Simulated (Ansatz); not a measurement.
# Energy of Ge along an even scaling of the cell

System: Ge (P6₃mc, 4 atoms in the cell).
Method: Kohn-Sham DFT of a periodic cell, LDA, Ansatz PAW, no spin polarisation (Ansatz 0.2.0).

The 5 runs differ only in the geometry, by an even scaling of the cell at fixed fractional positions. The structure derives from a Materials Project entry.

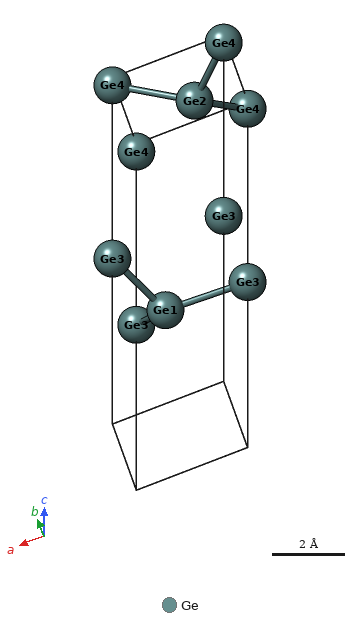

Figure 1. The structure of run 3 (ball-and-stick view of the cell of the calculation, seen at an oblique angle; atoms are numbered from 1 in the order of the input). An atom can appear more than once, as a periodic image.

**Input of run 3**
```yaml
crystal:
  lattice:
    - [4.0504045371, 0.0, 0.0]
    - [-2.0252022685, 3.5077532247, 0.0]
    - [0.0, 0.0, 10.993359]
  atoms:
    - { symbol: Ge, position: [0.6666666667, 0.3333333333, 0.414848] }
    - { symbol: Ge, position: [0.3333333333, 0.6666666667, 0.914848] }
    - { symbol: Ge, position: [0.0, 0.0, 0.477452] }
    - { symbol: Ge, position: [0.0, 0.0, 0.977452] }
hamiltonian:
  xc: lda
  pseudopotentials: { kind: paw }
kpoints:
  mp_grid: { grid: [6, 6, 2] }
scf:
  occupations: { method: fermi_dirac, width: 0.05 }
output:
  forces: true
  stress: true
  eigenvalues: true
```

Command:
```bash
ansatz run input.yaml --threads 2 --pin off --max-ram 5632MiB --backend cpu --events-out ev --progress --plain --runs-dir out
```

Run 4 differs from it as follows:
```diff
-    - [4.0504045371, 0.0, 0.0]
-    - [-2.0252022685, 3.5077532247, 0.0]
-    - [0.0, 0.0, 10.993359]
+    - [4.07722919, 0.0, 0.0]
+    - [-2.0386145949, 3.5309840555, 0.0]
+    - [0.0, 0.0, 11.0661648237]
```

**Results, with one run withheld**

| run | volume per atom (Å³) | free energy per atom, from the lowest run given (meV) | pressure (GPa) |
| --- | --- | --- | --- |
| 1 | 36.705 | 0.00 | −0.80 |
| 2 | 38.267 | 13.91 | −2.00 |
| 3 | 39.048 | 24.90 | −2.50 |
| 4 | 39.829 | ? | ? |
| 5 | 41.391 | 69.80 | −3.52 |

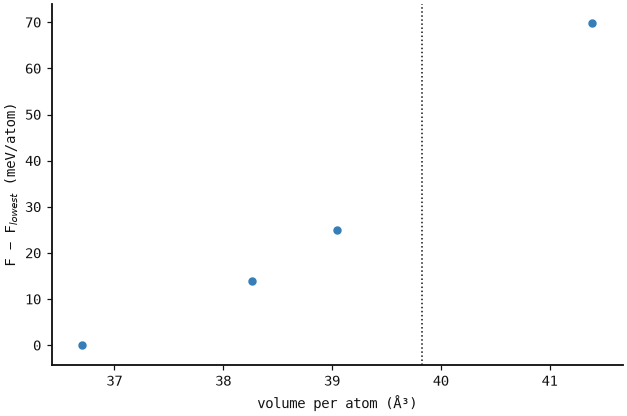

Figure 2. Free energy per atom of the runs given; the dotted line marks run 4.

Estimate the energy of run 4 from the others.

A quadratic polynomial in V^(−2/3) (the Birch–Murnaghan form), fitted to the 4 runs given, misses them by at most 0.07 meV per atom. With x = V^(−2/3) − 0.08726 Å⁻², it reads F = 21.065 − 9622.9 x + 9.7496e+05 x² (meV per atom). At run 4 it gives 37.90 meV per atom, and the run itself gives 38.14. The slope of the fit gives a pressure −dF/dV of −2.89 GPa there, and the run prints −2.92 GPa. The fit has no minimum inside this range.

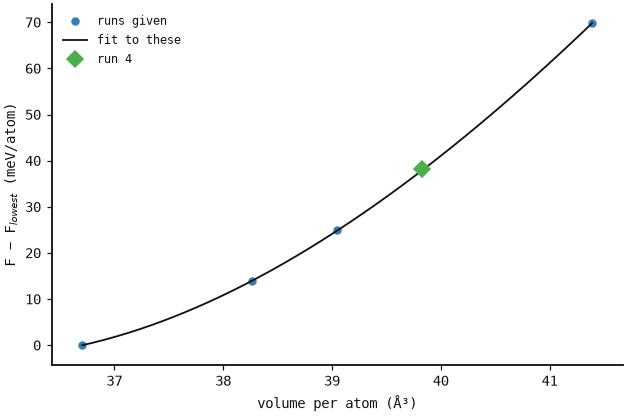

Figure 3. The fit and the withheld run.

**Output, shortened to warnings, some set-up lines, iterations and results (run 4)**
```
Basis set: ecut = 420 eV, 3097 PW (Γ)
Symmetry: 12 space group operations
k-points: 14 of 72
Initial density: superposition of atomic densities (neutral atoms: chi_scale 0, normalization atom), corrected by the library's trained network
[...]
SCF iter   1: F=—  HF=-16860.278085 eV  |F-HF|=—  |Δ(HF+E_count)|=         —  Δρ=3.75e-3  dr2=1.23e-2  ethr=1.77e-3  ⟨swp⟩=6.1  Hψ=1817  notcnv=0
SCF iter   2: F=—  HF=-16860.276646 eV  |F-HF|=—  |Δ(HF+E_count)|=   1.44e-3  Δρ=1.06e-3  dr2=1.76e-3  ethr=2.19e-5  ⟨swp⟩=2.0  Hψ=1057  notcnv=0  defer=7
SCF iter   3: F=—  HF=-16860.275740 eV  |F-HF|=—  |Δ(HF+E_count)|=   9.06e-4  Δρ=4.46e-4  dr2=2.18e-4  ethr=3.15e-6  ⟨swp⟩=2.0  Hψ=864  notcnv=0  defer=7
SCF iter   4: F=—  HF=-16860.275578 eV  |F-HF|=—  |Δ(HF+E_count)|=   1.61e-4  Δρ=1.23e-4  dr2=3.04e-5  ethr=3.89e-7  ⟨swp⟩=2.0  Hψ=864  notcnv=0  defer=7
SCF iter   5: F=—  HF=-16860.275565 eV  |F-HF|=—  |Δ(HF+E_count)|=   1.39e-5  Δρ=2.44e-5  dr2=1.64e-6  ethr=5.43e-8  ⟨swp⟩=2.0  Hψ=864  notcnv=0  defer=7
SCF iter   6: F=-16860.275565 eV  HF=-16860.275565 eV  |F-HF|=2.15e-8  |Δ(HF+E_count)|=   4.17e-8  Δρ=6.14e-6  dr2=9.93e-8  ethr=1.79e-10  ⟨swp⟩=4.7  Hψ=2001  notcnv=0
SCF 1 converged in 6 iterations: F = -16860.275565 eV  dr2 = 9.93e-8
SCF converged after 6 iterations
Free energy (F): -16860.275565 eV
Harris-Foulkes:  -16860.275565 eV  (|F-HF|=2.15e-8)
Internal energy: -16860.263084 eV  (E = F + TS)
E sigma→0 (E₀):  -16860.269324 eV
Entropy (-TS):   -0.012481 eV (-3.120 meV/atom)
Fermi energy:    2.471100 eV
--- Per-component energies (eV) ---
  E_band       = -918.204580
  E_kinetic    = 440.596420
  E_local      = -13029.840918  (includes V_loc(G=0)·N_el)
  E_nonlocal   = 1679.740571
  E_hartree    = 5750.848547
  E_xc         = -296.294683
  E_vxc        = -254.404217  (∫ρ·V_xc dr)
  E_paw        = -7758.655126  (= ΣΔE_a)
  E_vpaw       = -1256.018686  (= ΣTr[D̂ρ^β])
  E_aug_tail   = 0.001228  (compensation charges beyond the density's cutoff)
  E_ewald      = -3654.292427
  E_core_change = 7.633305  (= ΣΔE_core)
  E_smearing   = -0.012481  (= −TS)
  E_closure    = 0.000000  (closes the sum)
  Σ components = -16860.275565   (vs F -16860.275565, Δ=0.00e0)
--- Forces (eV/Å), atoms counted from 1 ---
  atom   1  Ge     0.00000000    -0.00000000     0.31176495
  atom   2  Ge    -0.00000000     0.00000000     0.31176495
  atom   3  Ge    -0.00000000    -0.00000000    -0.31180598
  atom   4  Ge     0.00000000     0.00000000    -0.31180598
  max |Σ_I F_I| component: 8.20e-5 eV/Å
--- Stress (GPa, compression-positive) ---
       -3.854120       0.000000       0.000000
        0.000000      -3.854120       0.000000
        0.000000      -0.000000      -1.054512
  P = ⅓ Tr σ = -2.9209 GPa (-29.209 kbar)
```
